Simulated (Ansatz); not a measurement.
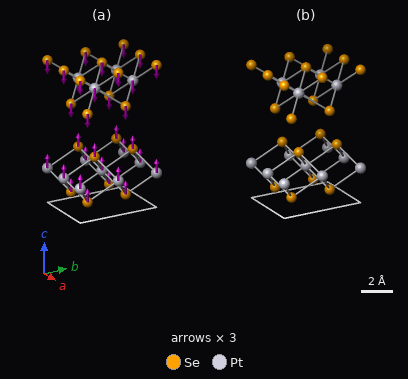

The structure of a slab of composition PtSe$_{2}$ before (left) and after (right) a constrained relaxation, at one scale. The purple arrows give the displacements, 3 times their true length.

A ball-and-stick model of the 2 × 2 repeat of the cell, outlined in the plane, without the vacuum, seen slightly off an axis.

Case: bilayer, upper layer turned by 180 degrees and shifted by (0.333, 0.667).

All numbers below come from DFT PBE+D3(BJ), scalar-relativistic, plane waves, PAW in Ansatz. Settings: plane-wave cutoff 420 eV; k-point mesh 12 × 12 × 1; occupations gaussian; smearing width 0.02 eV; no spin polarisation; atoms relaxed in a fixed cell; force threshold 0.01 eV/Å; at most 50 steps.

Describe what moved and what it gained.

Answer. The largest moves relative to the layer's centre, 0.32 Å, are those of Pt atoms. By element the largest moves are Pt 0.32 Å, Se 0.32 Å. The cell stays as it was. After 5 geometry steps the energy has fallen by 74.3 meV per cell of the calculation. The largest force component goes from 0.1 to 0.0089 eV/Å. The run took 6.9 min on 2 threads of Arm Neoverse N1, with other jobs on the host, peak memory 0.95 GiB.
